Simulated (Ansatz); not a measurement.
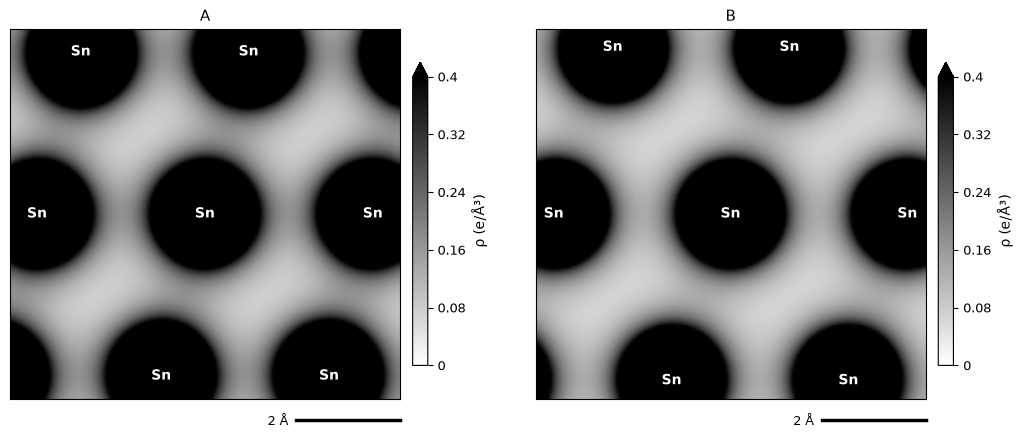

Sn. The valence pseudo-density of two cells that differ in size and shape, on the (11̄0) plane of each (indices in the axes of the calculation cell), at one length scale and on one colour scale: B has 30.6 Å³ an atom and A 26.1.

A structure from a database of computed crystals, not necessarily the ambient phase.

These are results of Ansatz, DFT PBEsol+D3(BJ), scalar-relativistic, plane waves, PAW, not measurements.

The density is the valence pseudo-density of a PAW calculation; it isn't the true density close to the nuclei.

The larger cell:

```yaml
crystal:
  lattice:
    - [-1.97044, 1.97044, 1.97044]
    - [1.97044, -1.97044, 1.97044]
    - [1.97044, 1.97044, -1.97044]
  atoms:
    - { symbol: Sn, position: [0.00000, 0.00000, 0.00000] }
```

The smaller cell: a = 3.240 Å, b = 3.240 Å, c = 3.240 Å, α = 111.70°, β = 111.70°, γ = 105.09°.

What does the compression do to the bonding and the properties?

Answer. From the larger cell to the smaller, Sn–Sn goes from 3.41 to 3.24 Å, and the density at its midpoint from 0.13 to 0.17 e/Å³; the pressure goes from −8 to −2.4 GPa.
